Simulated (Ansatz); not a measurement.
# What a change does: single-point calculation on BP

System: BP (F-43m, 2 atoms in the cell).
Method of run 1: DFT, PBE, plane waves, PAW, no spin polarisation (Ansatz 0.2.0).

The structure was built on a prototype by a generator. The geometry comes from this level: r2SCAN (a point of a series of volumes). Text and figures count atoms from 1; the logs count them from 0 in places.

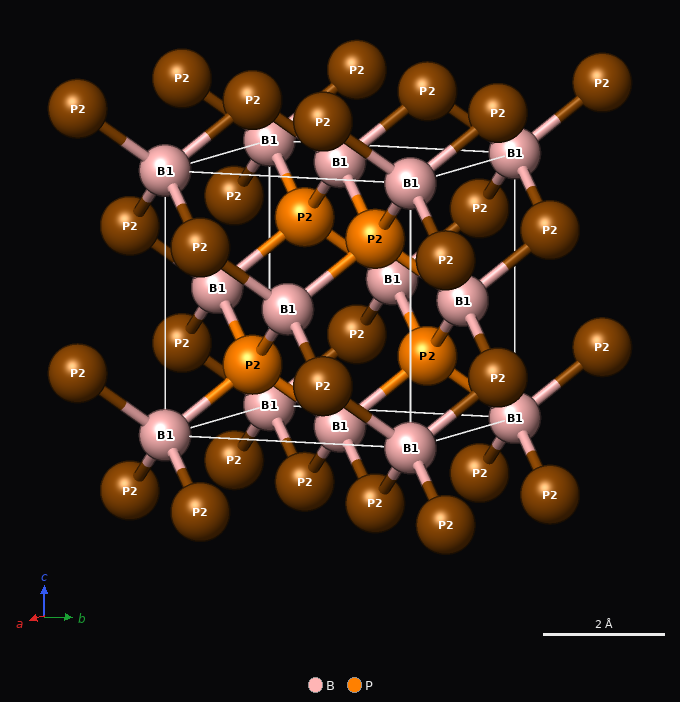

Figure 1. The input geometry (ball-and-stick view of the cell 4 times as large as that of the calculation, set on its symmetry axes, seen slightly off an axis; neighbours outside the cell are drawn fainter; atoms are numbered from 1 in the order of the input). Near neighbours in the crystal (not all of them lie inside the picture): B has 4 P at 1.91 Å; P has 4 B at 1.91 Å.

### Input, run 1
```yaml
crystal:
  lattice:
    - [0.0, 2.2061384912, 2.2061384912]
    - [2.2061384912, 0.0, 2.2061384912]
    - [2.2061384912, 2.2061384912, 0.0]
  atoms:
    - { symbol: B, position: [0.0, 0.0, 0.0] }
    - { symbol: P, position: [0.25, 0.25, 0.25] }
kpoints:
  mp_grid: { grid: [4, 4, 4] }
hamiltonian:
  xc: pbe
scf:
  occupations: { method: fermi_dirac, width: 0.02 }
  n_extra_bands: 4
output:
  forces: true
  stress: true
  eigenvalues: true
basis:
  ecutwfc: 260
```

Launched with:
```bash
ansatz run input.yaml --threads 2 --pin off --max-ram 3686MiB --backend cpu --events-out ev --progress --plain --runs-dir out
```

Hardware: 2 threads of Intel Xeon @ 2.90GHz (Ice Lake), 64 GiB of memory available, shared host.

### Output, shortened to warnings, some set-up lines, iterations and results (run 1)
```
Warning: basis.ecutwfc = 260 eV is below the records' recommended 420 eV, and the density's cutoff is lower with it unless basis.ecutrho_ratio is high enough to keep the records' density cutoff: compare with a run at a higher cutoff
Basis set: ecut = 260 eV, 181 PW (Γ), exchange–correlation on 36×36×36 points (8 copies of the dense FFT grid, shifted against one another)
Symmetry: 24 space group operations
k-points: 8 of 64 (time reversal used)
Initial density: superposition of atomic densities (neutral atoms: chi_scale 0, normalization atom), corrected by the library's trained network
[...]
SCF iter   1: F=—  HF=-911.910959 eV  |F-HF|=—  |Δ(HF+E_count)|=         —  Δρ=5.29e-3  dr2=1.10e-3  ethr=1.77e-3  ⟨swp⟩=6.1  Hψ=581  notcnv=0
SCF iter   2: F=—  HF=-911.913264 eV  |F-HF|=—  |Δ(HF+E_count)|=   2.30e-3  Δρ=2.81e-3  dr2=4.22e-4  ethr=1.38e-5  ⟨swp⟩=2.5  Hψ=186  notcnv=0
SCF iter   3: F=—  HF=-911.914073 eV  |F-HF|=—  |Δ(HF+E_count)|=   8.10e-4  Δρ=8.11e-4  dr2=1.34e-4  ethr=5.28e-6  ⟨swp⟩=2.1  Hψ=122  notcnv=0
SCF iter   4: F=—  HF=-911.914054 eV  |F-HF|=—  |Δ(HF+E_count)|=   1.88e-5  Δρ=1.79e-4  dr2=7.89e-6  ethr=1.68e-6  ⟨swp⟩=2.0  Hψ=94  notcnv=0
SCF iter   5: F=—  HF=-911.914057 eV  |F-HF|=—  |Δ(HF+E_count)|=   2.61e-6  Δρ=2.27e-5  dr2=8.32e-8  ethr=9.86e-8  ⟨swp⟩=2.2  Hψ=92  notcnv=0
SCF iter   6: F=-911.914057 eV  HF=-911.914057 eV  |F-HF|=7.13e-9  |Δ(HF+E_count)|=   9.65e-9  Δρ=6.46e-6  dr2=1.03e-8  ethr=1.04e-9  ⟨swp⟩=3.1  Hψ=293  notcnv=0
SCF 1 converged in 6 iterations: F = -911.914057 eV  dr2 = 1.03e-8
SCF converged after 6 iterations
Free energy (F): -911.914057 eV
Harris-Foulkes:  -911.914057 eV  (|F-HF|=7.13e-9)
Internal energy: -911.914057 eV  (E = F + TS)
E sigma→0 (E₀):  -911.914057 eV
Fermi energy:    11.089921 eV
--- Per-component energies (eV) ---
  E_band       = 29.605509
  E_kinetic    = 126.860847
  E_local      = -62.055222  (includes V_loc(G=0)·N_el)
  E_nonlocal   = 45.262308
  E_hartree    = 16.255696
  E_xc         = -96.486947
  E_vxc        = -102.646927  (∫ρ·V_xc dr)
  E_paw        = -648.124451  (= ΣΔE_a)
  E_vpaw       = -10.327116  (= ΣTr[D̂ρ^β])
  E_aug_tail   = 0.000000  (compensation charges beyond the density's cutoff)
  E_ewald      = -293.626287
  E_smearing   = -0.000000  (= −TS)
  E_closure    = -0.000000  (closes the sum)
  Σ components = -911.914057   (vs F -911.914057, Δ=0.00e0)
--- Forces (eV/Å), atoms counted from 1 ---
  atom   1  B      0.00000000    -0.00000000     0.00000000
  atom   2  P     -0.00000000    -0.00000000    -0.00000000
  max |Σ_I F_I| component: 3.52e-16 eV/Å
--- Stress (GPa, compression-positive) ---
       19.414866       0.000000       0.000000
       -0.000000      19.414866       0.000000
       -0.000000       0.000000      19.414866
  P = ⅓ Tr σ = 19.4149 GPa (194.149 kbar)
```

The input of run 2 differs as follows (lines with − go, lines with + come):
```diff
-    - [0.0, 2.2061384912, 2.2061384912]
-    - [2.2061384912, 0.0, 2.2061384912]
-    - [2.2061384912, 2.2061384912, 0.0]
+    - [0.0, 2.3556431648, 2.3556431648]
+    - [2.3556431648, 0.0, 2.3556431648]
+    - [2.3556431648, 2.3556431648, 0.0]
```

What does this change do to the results?

With the same functional and potentials, run 2 lies 9.6 meV per atom lower. The gap on the mesh goes from 1.12 to 1.51 eV. The pressure goes from 19.41 to −13.36 GPa. The volume per atom goes from 10.74 to 13.07 Å³. The SCF takes 7 iterations against 6. The plane waves at Γ go from 181 to 259.

### Output, shortened to warnings, some set-up lines, iterations and results (run 2)
```
Warning: basis.ecutwfc = 260 eV is below the records' recommended 420 eV, and the density's cutoff is lower with it unless basis.ecutrho_ratio is high enough to keep the records' density cutoff: compare with a run at a higher cutoff
Basis set: ecut = 260 eV, 259 PW (Γ), exchange–correlation on 36×36×36 points (8 copies of the dense FFT grid, shifted against one another)
Symmetry: 24 space group operations
k-points: 8 of 64 (time reversal used)
Initial density: superposition of atomic densities (neutral atoms: chi_scale 0, normalization atom), corrected by the library's trained network
[...]
SCF iter   1: F=—  HF=-911.930627 eV  |F-HF|=—  |Δ(HF+E_count)|=         —  Δρ=4.84e-3  dr2=1.95e-3  ethr=1.77e-3  ⟨swp⟩=6.1  Hψ=567  notcnv=0
SCF iter   2: F=—  HF=-911.932502 eV  |F-HF|=—  |Δ(HF+E_count)|=   1.87e-3  Δρ=2.67e-3  dr2=7.59e-4  ethr=2.44e-5  ⟨swp⟩=2.2  Hψ=186  notcnv=0
SCF iter   3: F=—  HF=-911.932958 eV  |F-HF|=—  |Δ(HF+E_count)|=   4.56e-4  Δρ=1.26e-3  dr2=8.78e-5  ethr=9.49e-6  ⟨swp⟩=2.2  Hψ=92  notcnv=0
SCF iter   4: F=—  HF=-911.933127 eV  |F-HF|=—  |Δ(HF+E_count)|=   1.69e-4  Δρ=5.28e-4  dr2=1.93e-5  ethr=1.10e-6  ⟨swp⟩=1.0  Hψ=64  notcnv=0
SCF iter   5: F=—  HF=-911.933163 eV  |F-HF|=—  |Δ(HF+E_count)|=   3.61e-5  Δρ=1.22e-4  dr2=1.77e-6  ethr=2.41e-7  ⟨swp⟩=2.1  Hψ=97  notcnv=0
SCF iter   6: F=—  HF=-911.933165 eV  |F-HF|=—  |Δ(HF+E_count)|=   1.52e-6  Δρ=2.72e-5  dr2=1.98e-7  ethr=2.22e-8  ⟨swp⟩=2.1  Hψ=90  notcnv=0
SCF iter   7: F=-911.933165 eV  HF=-911.933165 eV  |F-HF|=1.88e-10  |Δ(HF+E_count)|=   3.68e-8  Δρ=2.90e-6  dr2=1.13e-9  ethr=1.25e-9  ⟨swp⟩=5.2  Hψ=318  notcnv=0
SCF 1 converged in 7 iterations: F = -911.933165 eV  dr2 = 1.13e-9
SCF converged after 7 iterations
Free energy (F): -911.933165 eV
Harris-Foulkes:  -911.933165 eV  (|F-HF|=1.88e-10)
Internal energy: -911.933165 eV  (E = F + TS)
E sigma→0 (E₀):  -911.933165 eV
Fermi energy:    8.603035 eV
--- Per-component energies (eV) ---
  E_band       = 14.335607
  E_kinetic    = 117.029307
  E_local      = -75.939763  (includes V_loc(G=0)·N_el)
  E_nonlocal   = 44.058101
  E_hartree    = 18.732325
  E_xc         = -93.190183
  E_vxc        = -98.358767  (∫ρ·V_xc dr)
  E_paw        = -647.632132  (= ΣΔE_a)
  E_vpaw       = -9.917801  (= ΣTr[D̂ρ^β])
  E_aug_tail   = 0.000003  (compensation charges beyond the density's cutoff)
  E_ewald      = -274.990824
  E_smearing   = -0.000000  (= −TS)
  E_closure    = -0.000000  (closes the sum)
  Σ components = -911.933165   (vs F -911.933165, Δ=0.00e0)
--- Forces (eV/Å), atoms counted from 1 ---
  atom   1  B      0.00000000     0.00000000    -0.00000000
  atom   2  P     -0.00000000     0.00000000     0.00000000
  max |Σ_I F_I| component: 4.44e-16 eV/Å
--- Stress (GPa, compression-positive) ---
      -13.360916       0.000000       0.000000
        0.000000     -13.360916       0.000000
       -0.000000       0.000000     -13.360916
  P = ⅓ Tr σ = -13.3609 GPa (-133.609 kbar)
```

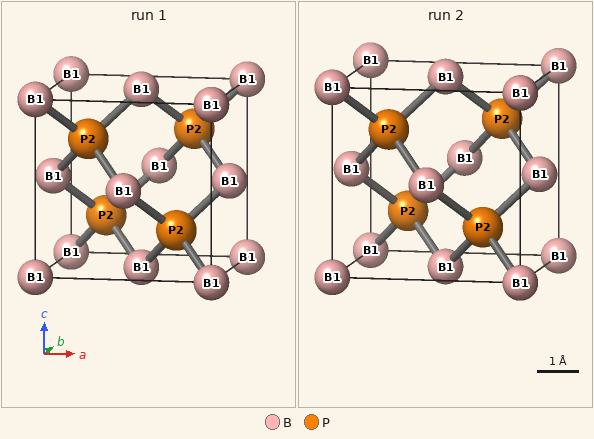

Figure 2. The two input geometries at one scale (ball-and-stick view of the cell 4 times as large as that of the calculation, set on its symmetry axes, seen slightly off an axis). The atoms keep their places relative to the cell (all moves are under 0.005 Å). The drawn cell changes as follows: a = b = c 4.412 → 4.711 Å (+6.8 %); the volume changes by +21.7 %. Among the contacts that change: B1–P2 1.911 → 2.040 Å.

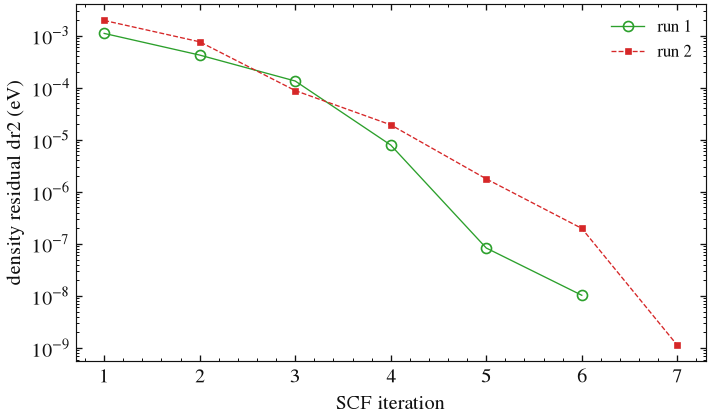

Figure 3. Convergence of the two runs: density residual dr2 against the SCF iteration. Run 1 takes 6 iterations in all, and run 2 takes 7.

### The two runs side by side

```csv
quantity,run 1,run 2
outcome,converged,converged
free energy per atom (eV),−455.9570,−455.9666
gap on the mesh (eV),1.12,1.51
pressure (GPa),19.41,−13.36
volume per atom (Å³),10.74,13.07
largest force (eV/Å),0.000,0.000
SCF iterations,6,7
irreducible k-points,8,8
plane waves at Γ,181,259
```

For both runs: Warnings: the cutoff is below the recommended one.
